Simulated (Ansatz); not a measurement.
# Copper, fcc under r²SCAN: convergence with the Gaussian smearing, part 2 of 2

How small must the Gaussian smearing width be for energy and pressure to settle? The geometry was relaxed under r²SCAN beforehand and stays fixed; 7 values are run, from 0.01 to 1.0 eV. Wanted are the values from which on the energy stays within 10 and 1 meV/atom, and the pressure within 0.5 GPa, of the narrowest run. Within the series other settings stay, but some runs also write fields, which adds to their time. Spin polarisation is left out.

Ansatz 0.2.0; DFT r²SCAN, plane waves with PAW, scalar-relativistic.

**6. With a width of 0.3 eV**

The run at 0.3 eV.

Input file input.yaml:

```yaml
crystal:
  lattice:
    - [0.0, 1.7881324402, 1.7881324402]
    - [1.7881324402, 0.0, 1.7881324402]
    - [1.7881324402, 1.7881324402, 0.0]
  atoms:
    - { symbol: Cu, position: [0.0, 0.0, 0.0] }
hamiltonian:
  xc: r2scan
  pseudopotentials:
    kind: paw
    azcp:
      Cu: "pseudopotentials/Cu.paw.azcp"
basis:
  ecutwfc: 500
  fft_grid_basis: typed
kpoints:
  mp_grid: { grid: [15, 15, 15], shift: [0, 0, 0] }
magnetization:
  spin_polarized: false
scf:
  occupations: { method: gaussian, width: 0.3 }
  lower_state_search: "off"
output:
  stress: true
```

Command:

```sh
$ ansatz run input.yaml --threads 2 --pin off --max-ram 5120MiB --backend cpu --events-out ev --progress --plain --runs-dir out
```

Standard output:

```text
Warning: RAYON_NUM_THREADS=2 ignored (pool sized by the plan → 2); use --threads N
Engine: ansatz 0.2.0, aarch64-unknown-linux-gnu
Pseudopotentials: kind: paw
Pseudopotential: Cu, paw, valence charge 19, recommended cutoff 500 eV (meta_gga), <dir>
Functional definition: r2SCAN
  parameter k0 = 0.174
  parameter k1 = 0.065
  parameter a1 = 4.9479
  exchange = r2scan_x(k0 = k0, k1 = k1, a1 = a1)
  correlation = r2scan_c
Crystal: 1 atoms, lattice volume = 11.435 Å³
Basis set: ecut = 500 eV, 283 PW (Γ), exchange–correlation on 80×80×80 points (64 copies of the dense FFT grid, shifted against one another)
Bands: 14, of which v1, the nominal top of the filled ones, is band 10 counted from 1 (9 counted from 0)
Symmetry: 48 space group operations
Space group: Fm-3m (ITA 225), of the structure as read, at distance tolerance 2.3e-5 Å
k-points: 120 of 3375
Non-local potential: Cu, projectors of the file, l = 0: 3, l = 1: 2, l = 2: 3, l = 3: 1
PAW form: soft (Blöchl's): semilocal exchange-correlation on the pseudo side does not see the compensation charge
PAW frozen core: Cu, regenerated for the run's functional (the file was generated under x = pbe(κ = 0.804, μ = 0.2195149727645171), c = pbe(β = 0.06672455060314922))
PAW one-centre angular grid: Cu, 590 points (default); XC on 160 Gauss nodes
Initial density: superposition of atomic densities (neutral atoms: chi_scale 0, normalization atom), corrected by the library's trained network
Initial wavefunctions: pseudopotential atomic-orbital guess
Functional: x = r2scan, c = r2scan; τ floored in thin density (d = 2e-4 eV/Å³)
SCF iter   1: F=-6631.180386 eV  HF=-6631.261520 eV  |F-HF|=8.11e-2  |Δ(HF+E_count)|=         —  Δρ=3.96e-2  dr2=9.76e-2  dr2_τ=7.48e-4  ethr=1.77e-3  ⟨swp⟩=4.0  Hψ=8366  notcnv=0
preconditioner: auto → none  [metal: Δε(μ)=0.044 eV  Ē_g=18.350 eV  σ=0.300 eV  W_gap=0.08  n_scr=0 (ndim 8)  ℏωp=36.4 eV  f_vac=0.000  D(μ)=0.29/eV (n_scr^D=0)]
SCF iter   2: F=-6631.143187 eV  HF=-6631.272096 eV  |F-HF|=1.29e-1  |Δ(HF+E_count)|=   1.06e-2  Δρ=3.80e-2  dr2=8.87e-2  dr2_τ=1.04e-3  ethr=5.14e-4  ⟨swp⟩=2.3  Hψ=4301  notcnv=0  defer=32
SCF iter   3: F=-6631.243691 eV  HF=-6631.244012 eV  |F-HF|=3.22e-4  |Δ(HF+E_count)|=   2.81e-2  Δρ=4.80e-3  dr2=1.50e-3  dr2_τ=1.06e-5  ethr=4.67e-4  ⟨swp⟩=2.1  Hψ=3253  notcnv=0  defer=32
SCF iter   4: F=-6631.243936 eV  HF=-6631.243931 eV  |F-HF|=5.36e-6  |Δ(HF+E_count)|=   8.13e-5  Δρ=2.89e-4  dr2=8.24e-6  dr2_τ=5.23e-7  ethr=7.88e-6  ⟨swp⟩=1.3  Hψ=2561  notcnv=0  defer=32
SCF iter   5: F=-6631.243939 eV  HF=-6631.243937 eV  |F-HF|=2.28e-6  |Δ(HF+E_count)|=   6.21e-6  Δρ=1.52e-4  dr2=1.24e-6  dr2_τ=2.46e-8  ethr=4.34e-8  ⟨swp⟩=2.1  Hψ=2252  notcnv=0  defer=32
SCF iter   6: F=-6631.243940 eV  HF=-6631.243940 eV  |F-HF|=1.70e-7  |Δ(HF+E_count)|=   2.83e-6  Δρ=4.32e-5  dr2=1.37e-7  dr2_τ=1.11e-9  ethr=6.53e-9  ⟨swp⟩=2.0  Hψ=2329  notcnv=0  defer=32
SCF iter   7: F=-6631.243940 eV  HF=-6631.243940 eV  |F-HF|=8.19e-11  |Δ(HF+E_count)|=   2.24e-8  Δρ=1.17e-6  dr2=4.63e-11  dr2_τ=8.35e-12  ethr=5.26e-10  ⟨swp⟩=4.0  Hψ=5313  notcnv=0
SCF 1 converged in 7 iterations: F = -6631.243940 eV  dr2 = 4.63e-11
SCF converged after 7 iterations
Free energy (F): -6631.243940 eV
Harris-Foulkes:  -6631.243940 eV  (|F-HF|=8.19e-11)
Internal energy: -6631.231021 eV  (E = F + TS)
E sigma→0 (E₀):  -6631.237481 eV
Entropy (-TS):   -0.012919 eV (-12.919 meV/atom)
Fermi energy:    17.333640 eV
--- Per-component energies (eV) ---
  E_band       = -374.743858
  E_kinetic    = 300.013529
  E_local      = -4000.968042  (includes V_loc(G=0)·N_el)
  E_nonlocal   = 395.258298
  E_hartree    = 1768.885432
  E_xc         = -83.946612
  E_vxc        = -124.895690  (∫ρ·V_xc dr)
  E_paw        = -1678.014538  (= ΣΔE_a)
  E_vpaw       = -490.916820  (= ΣTr[D̂ρ^β])
  E_aug_tail   = 0.000154  (compensation charges beyond the density's cutoff)
  E_vtau       = 8.993430  (kinetic-family band-sum trace: ∫τ·v_τ [+ j·A + Jᵃ·Aᵃ] dr)
  E_ewald      = -3332.158135
  E_core_change = -0.301108  (= ΣΔE_core)
  E_smearing   = -0.012919  (= −TS)
  E_closure    = -0.000000  (closes the sum)
  Σ components = -6631.243940   (vs F -6631.243940, Δ=0.00e0)
--- Stress (GPa, compression-positive) ---
        0.010991      -0.000000       0.000000
       -0.000000       0.010991       0.000000
        0.000000      -0.000000       0.010991
  P = ⅓ Tr σ = 0.0110 GPa (0.110 kbar)
```

Wall time 1.4 s (2 threads of Arm Neoverse V2, shared host); peak memory 0.31 GiB.

**7. With a width of 0.6 eV**

The run at 0.6 eV.

Edit input.yaml of step 6 so:

```diff
@@ -21,3 +21,3 @@
 scf:
-  occupations: { method: gaussian, width: 0.3 }
+  occupations: { method: gaussian, width: 0.6 }
   lower_state_search: "off"
@@ -25 +25,5 @@
   stress: true
+  write_density: true
+  write_potential: true
+  elf: true
+  volumetric_format: npy
```

Command:

```sh
$ ansatz run input.yaml --threads 2 --pin off --max-ram 5120MiB --backend cpu --events-out ev --progress --plain --runs-dir out
```

Standard output:

```text
Warning: RAYON_NUM_THREADS=2 ignored (pool sized by the plan → 2); use --threads N
Engine: ansatz 0.2.0, aarch64-unknown-linux-gnu
Pseudopotentials: kind: paw
Pseudopotential: Cu, paw, valence charge 19, recommended cutoff 500 eV (meta_gga), <dir>
Functional definition: r2SCAN
  parameter k0 = 0.174
  parameter k1 = 0.065
  parameter a1 = 4.9479
  exchange = r2scan_x(k0 = k0, k1 = k1, a1 = a1)
  correlation = r2scan_c
Crystal: 1 atoms, lattice volume = 11.435 Å³
Basis set: ecut = 500 eV, 283 PW (Γ), exchange–correlation on 80×80×80 points (64 copies of the dense FFT grid, shifted against one another)
Bands: 14, of which v1, the nominal top of the filled ones, is band 10 counted from 1 (9 counted from 0)
Symmetry: 48 space group operations
Space group: Fm-3m (ITA 225), of the structure as read, at distance tolerance 2.3e-5 Å
k-points: 120 of 3375
Non-local potential: Cu, projectors of the file, l = 0: 3, l = 1: 2, l = 2: 3, l = 3: 1
PAW form: soft (Blöchl's): semilocal exchange-correlation on the pseudo side does not see the compensation charge
PAW frozen core: Cu, regenerated for the run's functional (the file was generated under x = pbe(κ = 0.804, μ = 0.2195149727645171), c = pbe(β = 0.06672455060314922))
PAW one-centre angular grid: Cu, 590 points (default); XC on 160 Gauss nodes
Initial density: superposition of atomic densities (neutral atoms: chi_scale 0, normalization atom), corrected by the library's trained network
Initial wavefunctions: pseudopotential atomic-orbital guess
Functional: x = r2scan, c = r2scan; τ floored in thin density (d = 2e-4 eV/Å³)
SCF iter   1: F=-6631.200603 eV  HF=-6631.280383 eV  |F-HF|=7.98e-2  |Δ(HF+E_count)|=         —  Δρ=3.92e-2  dr2=9.58e-2  dr2_τ=7.47e-4  ethr=1.77e-3  ⟨swp⟩=3.9  Hψ=8166  notcnv=0
preconditioner: auto → none  [metal: Δε(μ)=0.068 eV  Ē_g=18.311 eV  σ=0.600 eV  W_gap=0.06  n_scr=0 (ndim 8)  ℏωp=36.4 eV  f_vac=0.000  D(μ)=0.28/eV (n_scr^D=0)]
SCF iter   2: F=-6631.161930 eV  HF=-6631.291311 eV  |F-HF|=1.29e-1  |Δ(HF+E_count)|=   1.09e-2  Δρ=3.82e-2  dr2=8.97e-2  dr2_τ=1.03e-3  ethr=5.04e-4  ⟨swp⟩=2.3  Hψ=4169  notcnv=0  defer=7
SCF iter   3: F=-6631.263055 eV  HF=-6631.263253 eV  |F-HF|=1.98e-4  |Δ(HF+E_count)|=   2.81e-2  Δρ=4.27e-3  dr2=1.18e-3  dr2_τ=8.50e-6  ethr=4.72e-4  ⟨swp⟩=2.0  Hψ=2830  notcnv=0  defer=7
SCF iter   4: F=-6631.263202 eV  HF=-6631.263203 eV  |F-HF|=1.15e-7  |Δ(HF+E_count)|=   5.09e-5  Δρ=4.23e-4  dr2=1.71e-5  dr2_τ=6.82e-7  ethr=6.21e-6  ⟨swp⟩=1.5  Hψ=2629  notcnv=0  defer=7
SCF iter   5: F=-6631.263216 eV  HF=-6631.263213 eV  |F-HF|=2.50e-6  |Δ(HF+E_count)|=   1.10e-5  Δρ=1.51e-4  dr2=1.45e-6  dr2_τ=2.56e-8  ethr=9.02e-8  ⟨swp⟩=2.3  Hψ=2277  notcnv=0  defer=7
SCF iter   6: F=-6631.263216 eV  HF=-6631.263217 eV  |F-HF|=1.57e-7  |Δ(HF+E_count)|=   3.06e-6  Δρ=4.09e-5  dr2=1.14e-7  dr2_τ=1.13e-9  ethr=7.62e-9  ⟨swp⟩=2.0  Hψ=2354  notcnv=0  defer=7
SCF iter   7: F=-6631.263217 eV  HF=-6631.263217 eV  |F-HF|=8.55e-11  |Δ(HF+E_count)|=   2.45e-8  Δρ=1.24e-6  dr2=5.62e-11  dr2_τ=7.43e-12  ethr=5.26e-10  ⟨swp⟩=8.5  Hψ=10440  notcnv=0
SCF 1 converged in 7 iterations: F = -6631.263217 eV  dr2 = 5.62e-11
SCF converged after 7 iterations
Free energy (F): -6631.263217 eV
Harris-Foulkes:  -6631.263217 eV  (|F-HF|=8.55e-11)
Internal energy: -6631.211238 eV  (E = F + TS)
E sigma→0 (E₀):  -6631.237227 eV
Entropy (-TS):   -0.051979 eV (-51.979 meV/atom)
Fermi energy:    17.299079 eV
--- Per-component energies (eV) ---
  E_band       = -374.809038
  E_kinetic    = 300.003274
  E_local      = -4000.795611  (includes V_loc(G=0)·N_el)
  E_nonlocal   = 395.195694
  E_hartree    = 1768.740918
  E_xc         = -83.950620
  E_vxc        = -124.901990  (∫ρ·V_xc dr)
  E_paw        = -1677.945804  (= ΣΔE_a)
  E_vpaw       = -490.786794  (= ΣTr[D̂ρ^β])
  E_aug_tail   = 0.000154  (compensation charges beyond the density's cutoff)
  E_vtau       = 8.994028  (kinetic-family band-sum trace: ∫τ·v_τ [+ j·A + Jᵃ·Aᵃ] dr)
  E_ewald      = -3332.158135
  E_core_change = -0.301108  (= ΣΔE_core)
  E_smearing   = -0.051979  (= −TS)
  E_closure    = 0.000000  (closes the sum)
  Σ components = -6631.263217   (vs F -6631.263217, Δ=0.00e0)
--- Stress (GPa, compression-positive) ---
        0.241330      -0.000000       0.000000
       -0.000000       0.241330       0.000000
        0.000000       0.000000       0.241330
  P = ⅓ Tr σ = 0.2413 GPa (2.413 kbar)
--- Band table (eV; the first three rows and the last of 120) ---
  k-point 0: bands = ["-99.2704", "-55.0231", "-55.0231", "-55.0231", "7.2741", "14.0410", "14.0410", "14.0410", "14.9045", "14.9045", "40.9171", "44.0151", "44.0151", "44.0151"]
  k-point 1: bands = ["-99.2697", "-55.0285", "-55.0239", "-55.0239", "7.4468", "14.0030", "14.0737", "14.0737", "14.8916", "14.8916", "39.9403", "42.2603", "43.4833", "43.4833"]
  k-point 2: bands = ["-99.2678", "-55.0438", "-55.0261", "-55.0261", "7.9559", "13.9044", "14.1514", "14.1514", "14.8722", "14.8722", "36.6896", "41.6547", "42.6258", "42.6258"]
  k-point 119: bands = ["-99.2490", "-55.1092", "-55.1035", "-55.0698", "12.7980", "13.3237", "13.6034", "14.8667", "15.6674", "23.4152", "23.5711", "26.1814", "27.6311", "45.3325"]
```

Wall time 1.8 s (2 threads of Arm Neoverse V2, shared host); peak memory 0.31 GiB.

**8. With a width of 1.0 eV**

The run at 1.0 eV.

Edit input.yaml of step 7 so:

```diff
@@ -21,3 +21,3 @@
 scf:
-  occupations: { method: gaussian, width: 0.6 }
+  occupations: { method: gaussian, width: 1.0 }
   lower_state_search: "off"
@@ -25,5 +25 @@
   stress: true
-  write_density: true
-  write_potential: true
-  elf: true
-  volumetric_format: npy
```

Command:

```sh
$ ansatz run input.yaml --threads 2 --pin off --max-ram 5120MiB --backend cpu --events-out ev --progress --plain --runs-dir out
```

Standard output:

```text
Warning: RAYON_NUM_THREADS=2 ignored (pool sized by the plan → 2); use --threads N
Engine: ansatz 0.2.0, aarch64-unknown-linux-gnu
Pseudopotentials: kind: paw
Pseudopotential: Cu, paw, valence charge 19, recommended cutoff 500 eV (meta_gga), <dir>
Functional definition: r2SCAN
  parameter k0 = 0.174
  parameter k1 = 0.065
  parameter a1 = 4.9479
  exchange = r2scan_x(k0 = k0, k1 = k1, a1 = a1)
  correlation = r2scan_c
Crystal: 1 atoms, lattice volume = 11.435 Å³
Basis set: ecut = 500 eV, 283 PW (Γ), exchange–correlation on 80×80×80 points (64 copies of the dense FFT grid, shifted against one another)
Bands: 14, of which v1, the nominal top of the filled ones, is band 10 counted from 1 (9 counted from 0)
Symmetry: 48 space group operations
Space group: Fm-3m (ITA 225), of the structure as read, at distance tolerance 2.3e-5 Å
k-points: 120 of 3375
Non-local potential: Cu, projectors of the file, l = 0: 3, l = 1: 2, l = 2: 3, l = 3: 1
PAW form: soft (Blöchl's): semilocal exchange-correlation on the pseudo side does not see the compensation charge
PAW frozen core: Cu, regenerated for the run's functional (the file was generated under x = pbe(κ = 0.804, μ = 0.2195149727645171), c = pbe(β = 0.06672455060314922))
PAW one-centre angular grid: Cu, 590 points (default); XC on 160 Gauss nodes
Initial density: superposition of atomic densities (neutral atoms: chi_scale 0, normalization atom), corrected by the library's trained network
Initial wavefunctions: pseudopotential atomic-orbital guess
Functional: x = r2scan, c = r2scan; τ floored in thin density (d = 2e-4 eV/Å³)
SCF iter   1: F=-6631.256000 eV  HF=-6631.325693 eV  |F-HF|=6.97e-2  |Δ(HF+E_count)|=         —  Δρ=3.68e-2  dr2=8.35e-2  dr2_τ=7.39e-4  ethr=1.77e-3  ⟨swp⟩=4.0  Hψ=8077  notcnv=0
preconditioner: auto → none  [metal: Δε(μ)=0.033 eV  Ē_g=18.330 eV  σ=1.000 eV  W_gap=0.02  n_scr=0 (ndim 8)  ℏωp=36.4 eV  f_vac=0.000  D(μ)=0.30/eV (n_scr^D=0)]
SCF iter   2: F=-6631.216675 eV  HF=-6631.336922 eV  |F-HF|=1.20e-1  |Δ(HF+E_count)|=   1.12e-2  Δρ=3.72e-2  dr2=8.55e-2  dr2_τ=8.98e-4  ethr=4.39e-4  ⟨swp⟩=2.3  Hψ=3842  notcnv=0
SCF iter   3: F=-6631.311130 eV  HF=-6631.311176 eV  |F-HF|=4.60e-5  |Δ(HF+E_count)|=   2.57e-2  Δρ=2.53e-3  dr2=3.94e-4  dr2_τ=5.13e-6  ethr=4.39e-4  ⟨swp⟩=2.1  Hψ=2693  notcnv=0
SCF iter   4: F=-6631.311185 eV  HF=-6631.311203 eV  |F-HF|=1.80e-5  |Δ(HF+E_count)|=   2.68e-5  Δρ=7.72e-4  dr2=5.05e-5  dr2_τ=1.16e-6  ethr=2.07e-6  ⟨swp⟩=2.6  Hψ=3465  notcnv=0
SCF iter   5: F=-6631.311204 eV  HF=-6631.311201 eV  |F-HF|=2.73e-6  |Δ(HF+E_count)|=   2.23e-6  Δρ=1.76e-4  dr2=2.76e-6  dr2_τ=3.19e-8  ethr=2.66e-7  ⟨swp⟩=1.2  Hψ=1778  notcnv=0
SCF iter   6: F=-6631.311204 eV  HF=-6631.311204 eV  |F-HF|=5.63e-8  |Δ(HF+E_count)|=   3.60e-6  Δρ=2.90e-5  dr2=5.97e-8  dr2_τ=8.24e-10  ethr=5.26e-10  ⟨swp⟩=3.1  Hψ=6710  notcnv=0
SCF 1 converged in 6 iterations: F = -6631.311204 eV  dr2 = 5.97e-8
SCF converged after 6 iterations
Free energy (F): -6631.311204 eV
Harris-Foulkes:  -6631.311204 eV  (|F-HF|=5.63e-8)
Internal energy: -6631.151905 eV  (E = F + TS)
E sigma→0 (E₀):  -6631.231555 eV
Entropy (-TS):   -0.159299 eV (-159.299 meV/atom)
Fermi energy:    17.323370 eV
--- Per-component energies (eV) ---
  E_band       = -375.244896
  E_kinetic    = 299.925896
  E_local      = -3999.808845  (includes V_loc(G=0)·N_el)
  E_nonlocal   = 394.831102
  E_hartree    = 1767.914333
  E_xc         = -83.975749
  E_vxc        = -124.942154  (∫ρ·V_xc dr)
  E_paw        = -1677.579555  (= ΣΔE_a)
  E_vpaw       = -490.098271  (= ΣTr[D̂ρ^β])
  E_aug_tail   = 0.000154  (compensation charges beyond the density's cutoff)
  E_vtau       = 8.998222  (kinetic-family band-sum trace: ∫τ·v_τ [+ j·A + Jᵃ·Aᵃ] dr)
  E_ewald      = -3332.158135
  E_core_change = -0.301108  (= ΣΔE_core)
  E_smearing   = -0.159299  (= −TS)
  E_closure    = -0.000000  (closes the sum)
  Σ components = -6631.311204   (vs F -6631.311204, Δ=0.00e0)
--- Stress (GPa, compression-positive) ---
        0.775728      -0.000000       0.000000
       -0.000000       0.775728       0.000000
        0.000000      -0.000000       0.775728
  P = ⅓ Tr σ = 0.7757 GPa (7.757 kbar)
```

Run time: 1.4 s. Hardware: 2 threads of Arm Neoverse V2, shared host; peak memory 0.31 GiB.

**9. All values side by side**

Differences are taken from the run at 0.01 eV.

```
smearing (eV)  F (meV/atom)  E(σ → 0) (meV/atom)  P (GPa)  SCF cycles  CPU time
         0.01          0.00                 0.00    -0.16           7     3.5 s
         0.03         -0.20                -0.08    -0.18           7     2.7 s
          0.1         -1.05                -0.31    -0.17           7     2.7 s
          0.2         -3.45                -0.38    -0.07           7     2.6 s
          0.3         -7.16                -0.74     0.01           7     2.6 s
          0.6        -26.44                -0.49     0.24           7     3.4 s
          1.0        -74.43                 5.18     0.78           6     2.5 s
```

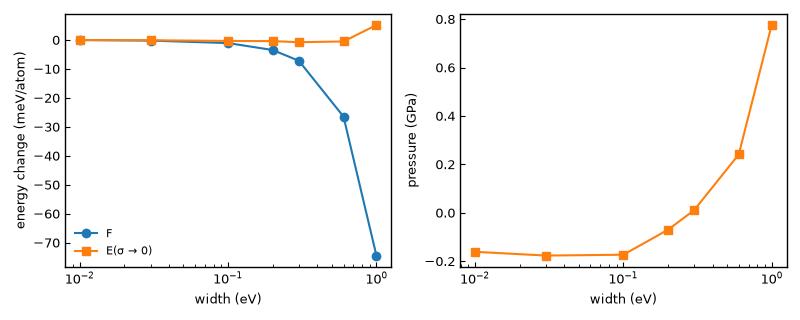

Energy and pressure against the Gaussian smearing width.

**10. Results**

This closing draws on all 2 parts.

```
                                           quantity                       value
       E(σ → 0) stays within 10 meV/atom of 0.01 eV                up to 1.0 eV
                   E(σ → 0) stays within 1 meV/atom                up to 0.6 eV
                      pressure stays within 0.5 GPa                up to 0.6 eV
                                pressure at 0.01 eV                   -0.16 GPa
energy of a separate run on a finer mesh (25×25×25)  -0.3 meV/atom from 0.01 eV
```

What this shows: At 1.0 eV the energy differs by +5.2 meV/atom and the pressure by +0.9 GPa. Over the range F shifts by -74.4 meV/atom, while E(σ → 0) shifts by +5.2. In theory F falls as the square of the width under this scheme, but here the ratio is not steady: the mesh at narrow widths, or a density of states that varies over the wide ones, can both cause that. The mesh (15×15×15) is fixed, so the narrowest widths carry a k-point error of their own. A run on a finer mesh agrees with the yardstick to 1 meV/atom. The cell taken over is 3 % smaller than the measured one (11.81 Å³/atom, COD).
